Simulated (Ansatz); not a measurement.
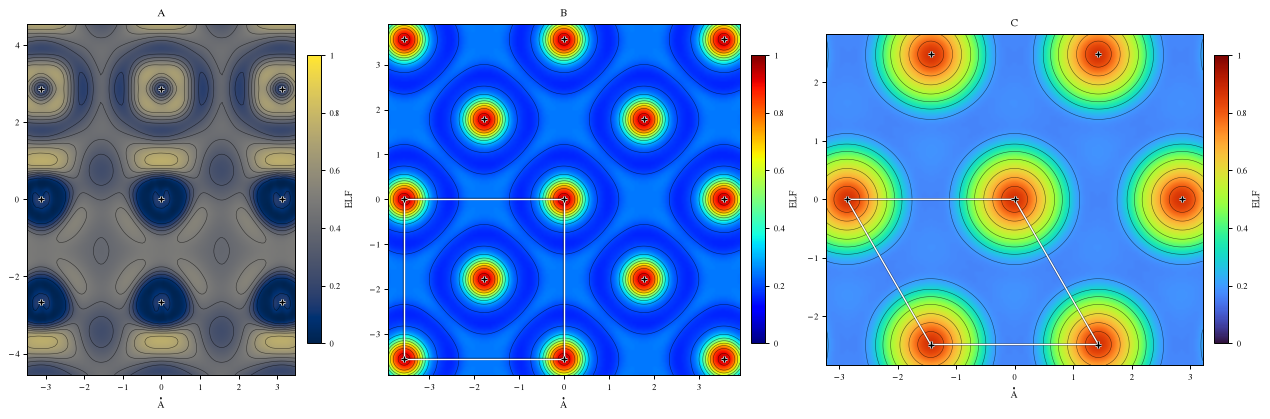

The ELF of 3 systems, each on a plane through atoms (crosses mark nuclei in the plane).

All numbers below come from DFT PBEsol, scalar-relativistic, plane waves, PAW in Ansatz 0.2.0.

System 1: Ag, the (001) plane of the conventional cell. Space group P6₃/mmc.

System 2: Al$_{2}$Ru, the (010) plane of the conventional cell. Space group I4/mmm; a structure from a database of computed crystals, not necessarily the ambient phase; computed without spin polarisation.

System 3: Cu, the (010) plane of the conventional cell. Space group Fm-3m; a structure from a database of computed crystals, not necessarily the ambient phase; computed without spin polarisation.

```yaml
crystal:
  lattice:
    - [3.56341, 0.00000, 0.00000]
    - [0.00000, 3.56341, 0.00000]
    - [0.00000, 0.00000, 3.56341]
  atoms:
    - { symbol: Cu, position: [0.00000, 0.00000, 0.00000] }
    - { symbol: Cu, position: [0.50000, 0.50000, 0.00000] }
    - { symbol: Cu, position: [0.50000, 0.00000, 0.50000] }
    - { symbol: Cu, position: [0.00000, 0.50000, 0.50000] }
```

Question: Match each panel to its system.

Answer: Panel A is system 2, Al$_{2}$Ru: the plane holds Al and Ru. Al–Al (2.67 Å): the ELF is about 0.50 at the midpoint. Panel B is system 3, Cu: the plane holds Cu. Cu–Cu (2.52 Å): the ELF is about 0.20 at the midpoint; no shared electron pair shows on this line. Panel C is system 1, Ag: the plane holds Ag. Ag–Ag (2.87 Å): the ELF is about 0.15 at the midpoint; no localised pair shows between them.
